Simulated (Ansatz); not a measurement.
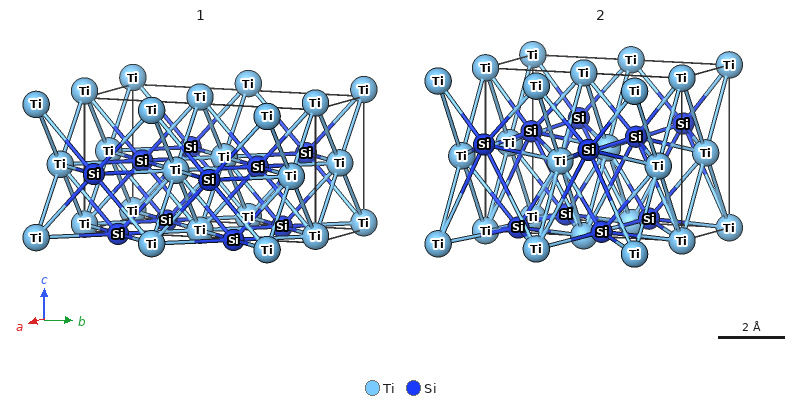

Two geometries of crystalline TiSi (set up in Pmm2) (coarse preliminary run), drawn at one scale. One is the start of a relaxation, the other its converged end. Style: ball-and-stick. Shown: the cell of the calculation, repeated 2 × 1 × 1 with one cell outlined, slightly off an axis.

Level of theory: DFT r2SCAN, scalar-relativistic, plane waves, PAW (Ansatz). (plane-wave cutoff 500 eV; k-point mesh 6 × 4 × 4; occupations gaussian; smearing width 0.1 eV; no spin polarisation; cell and atoms relaxed; force threshold 0.05 eV/Å; at most 80 steps)

**Which geometry has the lower energy?**

Structure 1 is the relaxed one. The largest moves relative to the cell, 0.33 Å, are those of Si atoms. Largest moves by element: Si 0.33 Å, Ti 0.21 Å. The volume changes by −1.8 %, with a 3.618 → 3.694 Å (+2.1 %), b 6.492 → 7.633 Å (+17.6 %), c 4.973 → 4.069 Å (−18.2 %). Near-neighbour distances that change, for instance: Si–Si 2.753 → 3.817 Å, Si–Si 3.038 → 3.817 Å, Si–Ti 3.556 → 2.790 Å, Si–Ti 3.460 → 2.789 Å. Among the angles between lasting bonds that change: Ti–Si–Ti 151.1° → 180.0°, Ti–Si–Ti 78.7° → 60.6°, Ti–Si–Ti 73.8° → 60.6°. The space group (tolerance 0.01 Å) goes from Pmm2 (No. 25) to Cmmm (No. 65). The energy falls by 3.525 eV per cell of the calculation in 7 accepted moves (9 points after the start). Largest force component: 3.4 eV/Å at the start, 0.0044 eV/Å at the end. The pressure goes from 16.58 to 0.00 GPa. The line search rejected the trial step at point 5 of the run. At 1 point the geometry stayed and the basis and grid were re-selected for the new cell (energy shift of 3.4 meV per cell of the calculation at most each time). The run took 2.2 min on 2 threads of Intel(R) Xeon(R) Platinum 8488C (Sapphire Rapids), with other jobs on the host, peak memory 0.7 GiB.
